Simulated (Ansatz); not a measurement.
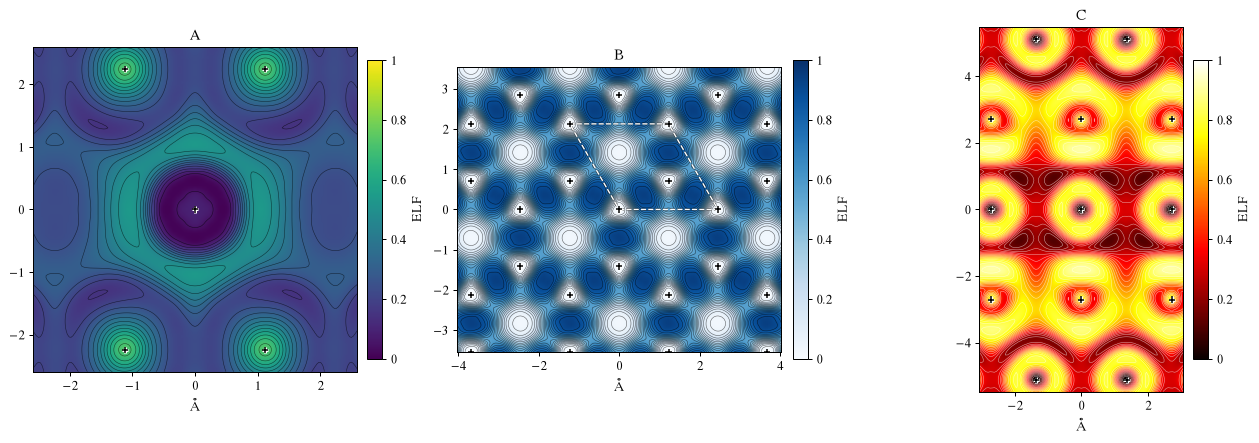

The electron localisation function of 3 systems, each on a plane through atoms (crosses mark nuclei in the plane).

All numbers below come from Ansatz 0.2.0, DFT r2SCAN, scalar-relativistic, plane waves, PAW.

System 1: ZrSi₂, the (11̄0) plane of the conventional cell. Space group P4₂/mnm; started from the rutile_136 prototype, which need not be the ambient phase.

System 2: C, the (001) plane of the conventional cell. Space group R-3m.

```
CELL_PARAMETERS angstrom
2.45583 0.00000 0.00000
-1.22792 2.12681 0.00000
0.00000 0.00000 10.55723
ATOMIC_POSITIONS crystal
C 0.00000 0.00000 0.16664
C 0.66667 0.33333 0.49998
C 0.33333 0.66667 0.83331
C 0.66667 0.33333 0.16669
C 0.33333 0.66667 0.50002
C 0.00000 0.00000 0.83336
```

System 3: AlNi₃, the (010) plane of the conventional cell. Space group Pm-3n; started from the A15_223 prototype, which need not be the ambient phase; spin-polarised.

```yaml
crystal:
  lattice:
    - [4.48290, 0.00000, 0.00000]
    - [0.00000, 4.48290, 0.00000]
    - [0.00000, 0.00000, 4.48290]
  atoms:
    - { symbol: Al, position: [0.00000, 0.00000, 0.00000] }
    - { symbol: Al, position: [0.50000, 0.50000, 0.50000] }
    - { symbol: Ni, position: [0.00000, 0.50000, 0.25000] }
    - { symbol: Ni, position: [0.00000, 0.50000, 0.75000] }
    - { symbol: Ni, position: [0.25000, 0.00000, 0.50000] }
    - { symbol: Ni, position: [0.75000, 0.00000, 0.50000] }
    - { symbol: Ni, position: [0.50000, 0.75000, 0.00000] }
    - { symbol: Ni, position: [0.50000, 0.25000, 0.00000] }
```

Which map belongs to which system?

Panel A is system 3, AlNi₃: the plane holds Al and Ni. Ni–Ni (2.24 Å): the ELF is about 0.25 at the midpoint: no shared electron pair shows on this line. Panel B is system 2, C: the plane holds C. C–C (1.42 Å): the ELF peaks at about 0.95 between the atoms: a covalent bond. Panel C is system 1, ZrSi₂: the plane holds Zr and Si. Zr–Si (2.71 Å): the ELF peaks at about 0.90 in the valence shell of Si, 0.9 Å from its nucleus, and is about 0.50 at the midpoint.
